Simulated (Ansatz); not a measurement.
AlGa3N4: several calculations on one system

### Relaxation

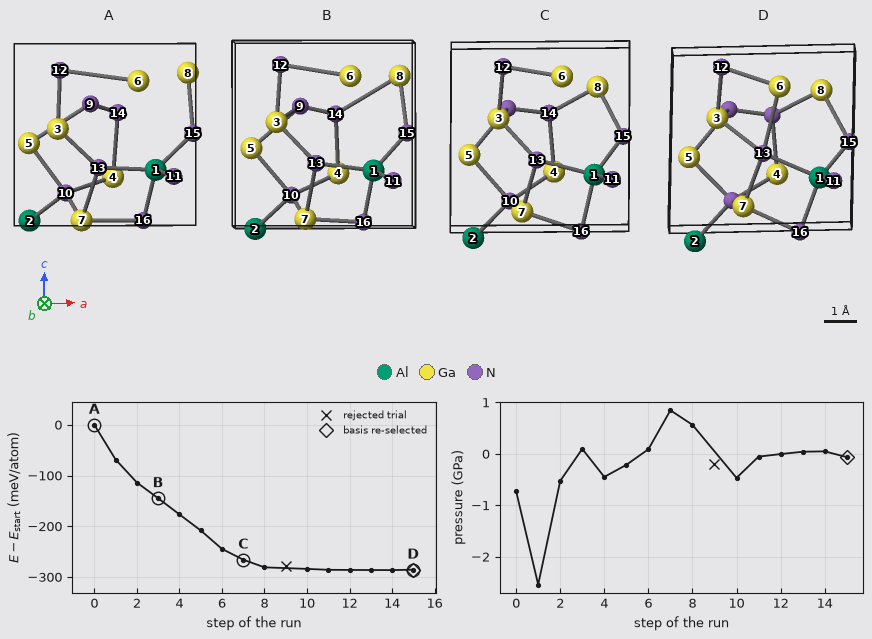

Frames of a relaxation of an amorphous cell of composition AlGa3N4 (coarse preliminary run), marked on the history of the run. The picture is a ball-and-stick view of the cell of the calculation, seen along the b axis.

Case: the last frame of the dynamics.

Method: DFT PBEsol, scalar-relativistic, plane waves, PAW (Ansatz 0.2.0). Set-up: plane-wave cutoff 420 eV; k-point mesh 2 × 2 × 2; occupations gaussian; smearing width 0.1 eV; mesh shifted by (0.5, 0.5, 0.5); no spin polarisation; cell and atoms relaxed; force threshold 0.04 eV/Å; at most 70 steps.

> Describe the path.

The atom that moves furthest relative to the cell is Ga8 (1.11 Å along [−2 2 −1]). Largest moves by element: Ga 1.11 Å, N 0.75 Å, Al 0.62 Å. The drawn cell changes as follows: a 5.844 → 5.879 Å (+0.6 %), b 5.834 → 5.627 Å (−3.6 %), c 5.864 → 5.726 Å (−2.3 %), α 87.5° → 92.5°, β 89.9° → 87.5°, γ 89.4° → 88.6°; the volume changes by −5.4 %. Near-neighbour distances that change, for instance: Al2–N9 3.379 → 1.981 Å, Ga8–N14 3.025 → 2.008 Å, Ga7–N9 2.353 → 3.205 Å, Ga6–N13 3.189 → 2.343 Å. New bonds form: Al2–N9 (3.38 → 1.98 Å), Ga3–N9 (2.80 → 2.04 Å), Ga6–N13 (3.19 → 2.34 Å), Ga6–N16 (2.72 → 1.93 Å). Bonds break: Ga7–N9 (2.35 → 3.21 Å). Bond angles that change, for instance: Ga7–N16–Ga8 142.7° → 114.5°, N12–Ga3–N13 131.1° → 103.8°, N13–Al1–N15 134.2° → 107.4°. Over 13 accepted moves (15 points after the start) the energy falls by 286 meV per atom. Largest force component: 1.9 eV/Å at the start, 0.024 eV/Å at the end. The pressure goes from −0.73 to −0.06 GPa. The line search rejected the trial step at point 9 of the run. The SCF was repeated once at an unchanged geometry on a basis and grid sized afresh for the cell, which shifted the energy by 0.7 meV per atom at most. Cost: 66 s on 2 threads of AMD EPYC 7R13 Processor (Zen 3), on a shared host, peak memory 0.55 GiB. From step 0 to 3: Ga8 moves most (0.49 Å), volume −2.3 %, energy −145 meV per atom. From step 3 to 7: Ga8 moves most (0.66 Å), volume −2.8 %, energy −121 meV per atom. From step 7 to 15: Ga6 moves most (0.32 Å), volume −0.4 %, energy −19.8 meV per atom.

```
step  E − E(0), meV/atom  largest force component, eV/Å  pressure, GPa  volume, Å³/atom                      note
   0                0.00                         1.8940          -0.73           12.483                          
   1              -68.43                         1.4595          -2.54           12.501                          
   2             -113.67                         1.1667          -0.52           12.274                          
   3             -144.71                         1.1626           0.10           12.201                          
   4             -176.51                         1.0322          -0.45           12.184                          
   5             -208.09                         0.7243          -0.21           12.100                          
   6             -244.49                         0.9501           0.09           11.962                          
   7             -265.72                         0.6113           0.85           11.856                          
   8             -280.82                         0.3823           0.57           11.845                          
   9             -277.68                         0.6238          -0.20           11.783                  rejected
  10             -283.90                         0.3545          -0.47           11.884                          
  11             -285.72                         0.1030          -0.05           11.831                          
  12             -285.95                         0.1197           0.00           11.810                          
  13             -286.18                         0.0508           0.04           11.813                          
  14             -286.25                         0.0227           0.05           11.811                          
  15             -285.51                         0.0239          -0.06           11.811  same geometry, new basis
```

Limits of the set-up: the periodic images lie only 5.8 Å apart, so the values are limited by the cell's size.

### Dynamics

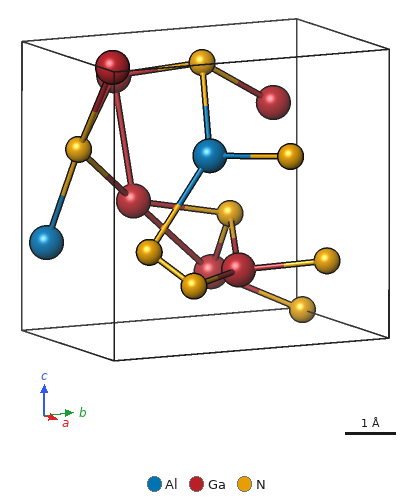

Starting frame of a dynamics run of an amorphous cell of composition AlGa₃N₄ (16 atoms in the cell). A ball-and-stick model of the simulation cell, seen slightly off an axis. Bonds to atoms that aren't drawn are left out.

Method: DFT PBEsol, scalar-relativistic, plane waves, PAW (Ansatz 0.2.0).

The input:
```yaml
crystal:
  lattice:
    - [5.844282, 0.029519, 0.007246]
    - [0.029519, 5.832817, 0.12971]
    - [0.007246, 0.12971, 5.862171]
  atoms:
    - { symbol: Al, position: [0.6237091175, 0.4687410738, 0.6296658454] }
    - { symbol: Al, position: [0.2593442066, 0.997497661, 0.3276400932] }
    - { symbol: Ga, position: [0.1315398538, 0.2844647004, 0.8692719533] }
    - { symbol: Ga, position: [0.6978419787, 0.0895961341, 0.9730359946] }
    - { symbol: Ga, position: [0.3001120704, 0.8084617925, 0.7530851201] }
    - { symbol: Ga, position: [0.999619038, 0.6834664245, 0.1456504147] }
    - { symbol: Ga, position: [0.4956497685, 0.6162962088, 0.2096351523] }
    - { symbol: Ga, position: [0.1760267044, 0.3416926725, 0.4359415183] }
    - { symbol: "N", position: [0.8091333596, 0.3491023004, 0.2072191265] }
    - { symbol: "N", position: [0.4178690219, 0.0605708845, 0.661994149] }
    - { symbol: "N", position: [0.6525721967, 0.8855769721, 0.2363417775] }
    - { symbol: "N", position: [0.8611807384, 0.6828115873, 0.6353638806] }
    - { symbol: "N", position: [0.0719387319, 0.9915746914, 0.9976888497] }
    - { symbol: "N", position: [0.7180506681, 0.2168888362, 0.3249857671] }
    - { symbol: "N", position: [0.1545101615, 0.7000832088, 0.3622201398] }
    - { symbol: "N", position: [0.4078068242, 0.5128293289, 0.9262521068] }
  symmetry: { detect: false }
basis:
  ecutwfc: 420
  xc_grid: 1
kpoints:
  mp_grid: { grid: [1, 1, 1], shift: [0.0, 0.0, 0.0] }
hamiltonian:
  xc: pbesol
scf:
  occupations: { method: fermi_dirac, width: 0.3275 }
  lower_state_search: "off"
  convergence: { dr2_threshold: 1.0e-05 }
output:
  forces: true
  stress: true
md:
  timestep: 2.0
  n_steps: 400
  ensemble: nvt_langevin
  friction: 0.005
  temperature: 3800.0
  initial_velocities: maxwell_boltzmann
  seed: 87139
```

Command:
```bash
ansatz run input.yaml --threads 2 --pin off --max-ram 5120MiB --backend cpu --events-out ev --progress --plain --runs-dir out
```

**What does the trajectory do?**

The mean temperature in the second half is 3352 K (standard deviation 520 K). The potential energy is still drifting at the end, so the run hasn't reached equilibrium. The potential energy in the second half lies on average 347 meV per atom below the first frame. The first frame is far from relaxed (forces up to 13.0 eV/Å), so much of the motion is the structure settling. The mean pressure there is 7.8 GPa. Root-mean-square distances from the starting positions over the second half, with the common drift of all atoms taken out: Al 2.96 Å, N 2.50 Å, Ga 2.38 Å. That is a large part of the typical shortest distance between atoms in the first frame, about 1.8 Å and still growing: the atoms leave their places as in a liquid. Bond changes: one N–N bond forms at about 462 fs; one N–N bond breaks at about 726 fs.

Along the run (each row but the first and the last is the mean over the interval that it begins):

| time (fs) | potential energy (meV/atom) | T (K) | p (GPa) |
| --- | --- | --- | --- |
| 0.0 | 0.0 | 3562 | 13.1 |
| 132.0 | -274.8 | 3898 | 7.9 |
| 264.0 | -315.8 | 3877 | 7.6 |
| 396.0 | -400.0 | 3378 | 4.5 |
| 528.0 | -316.6 | 2882 | 11.9 |
| 660.0 | -321.7 | 3815 | 6.6 |
| 792.0 | -443.4 | 3836 | 10.2 |

The paths of the atoms:

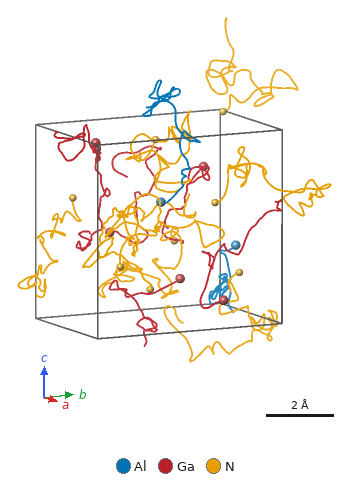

Limits of the set-up: the periodic images lie only 5.8 Å apart, so the values are limited by the cell's size.

### Dynamics

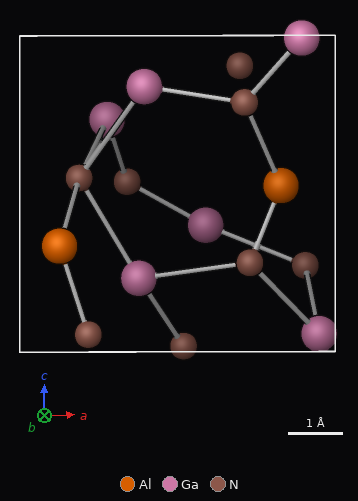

Starting frame of a dynamics run of an amorphous cell of composition AlGa3N4 (16 atoms in the cell). It starts from the last geometry of an earlier run, with fresh velocities. Style: ball-and-stick. Shown: the simulation cell, along the b axis. Bonds to atoms that aren't drawn are left out.

Method: DFT PBEsol, scalar-relativistic, plane waves, PAW (Ansatz 0.2.0).

Input file:
```yaml
crystal:
  lattice:
    - [5.844282, 0.029519, 0.007246]
    - [0.029519, 5.832817, 0.12971]
    - [0.007246, 0.12971, 5.862171]
  atoms:
    - { symbol: Al, position: [0.8245953362, 0.383207522, 0.5210946298] }
    - { symbol: Al, position: [0.1226351662, 0.0945874293, 0.3310687632] }
    - { symbol: Ga, position: [0.3910224984, 0.2235335524, 0.8349756356] }
    - { symbol: Ga, position: [0.5858174904, 0.9813192226, 0.3962893074] }
    - { symbol: Ga, position: [0.2731937975, 0.7648899242, 0.7311777586] }
    - { symbol: Ga, position: [0.8903013809, 0.0595624556, 0.9876830281] }
    - { symbol: Ga, position: [0.3738794249, 0.5246711397, 0.2288497635] }
    - { symbol: Ga, position: [0.9453946283, 0.5780451525, 0.0526439125] }
    - { symbol: "N", position: [0.6939403495, 0.6924552846, 0.9002542734] }
    - { symbol: "N", position: [0.3366245505, 0.9510541098, 0.5344335186] }
    - { symbol: "N", position: [0.9016495673, 0.8960390483, 0.268762667] }
    - { symbol: "N", position: [0.2137442182, 0.1721713944, 0.050977954] }
    - { symbol: "N", position: [0.7093704242, 0.191329849, 0.7843557074] }
    - { symbol: "N", position: [0.5157131675, 0.7222121445, 0.0141730433] }
    - { symbol: "N", position: [0.184528548, 0.4280541723, 0.5464874786] }
    - { symbol: "N", position: [0.7260659081, 0.3799416234, 0.2770006499] }
  symmetry: { detect: false }
basis:
  ecutwfc: 420
  xc_grid: 1
kpoints:
  mp_grid: { grid: [1, 1, 1], shift: [0.0, 0.0, 0.0] }
hamiltonian:
  xc: pbesol
scf:
  occupations: { method: fermi_dirac, width: 0.2361 }
  lower_state_search: "off"
  convergence: { dr2_threshold: 1.0e-05 }
output:
  forces: true
  stress: true
md:
  timestep: 2.0
  n_steps: 240
  ensemble: nvt_langevin
  friction: 0.005
  temperature: 2740.0
  initial_velocities: maxwell_boltzmann
  seed: 87140
```

Launched with:
```bash
ansatz run input.yaml --threads 2 --pin off --max-ram 5120MiB --backend cpu --events-out ev --progress --plain --runs-dir out
```

> What does the trajectory do?

The mean temperature in the second half is 2911 K (standard deviation 665 K). The potential energy in the second half lies on average 59.5 meV per atom below the first frame. The first frame is far from relaxed (forces up to 12.0 eV/Å), so much of the motion is the structure settling. The mean pressure there is 8.1 GPa. Root-mean-square distances from the starting positions over the second half, with the common drift of all atoms taken out: N 1.19 Å, Ga 1.00 Å, Al 0.82 Å. Against the typical shortest distance between atoms in the first frame, about 1.7 Å these are large excursions, but over 480 fs one can't yet tell strong vibration from the start of diffusion. 3 of the 16 free atoms end more than three quarters of that spacing from the start.

Along the run (each row but the first and the last is the mean over the interval that it begins):

```csv
time (fs),potential energy (meV/atom),T (K),p (GPa)
0.0,0.0,2569,13.4
48.0,-159.6,2627,-0.9
96.0,-95.4,2815,2.5
144.0,-111.1,3514,5.1
192.0,-15.2,2879,7.3
240.0,-62.6,3647,10.5
288.0,-64.6,3557,13.3
336.0,37.0,2585,6.5
384.0,-67.4,2532,6.4
432.0,-136.4,2271,3.9
480.0,-138.0,2031,9.8
```

The paths of the atoms:

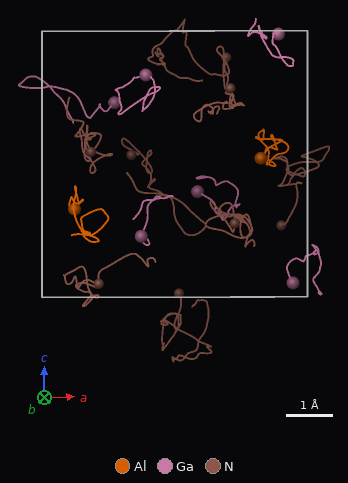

Limits of the set-up: the periodic images lie only 5.8 Å apart, so the values are limited by the cell's size.

Cost: 2.3 min on 2 threads of AMD EPYC 7R13 Processor (Zen 3), on a shared host, peak memory 0.41 GiB.
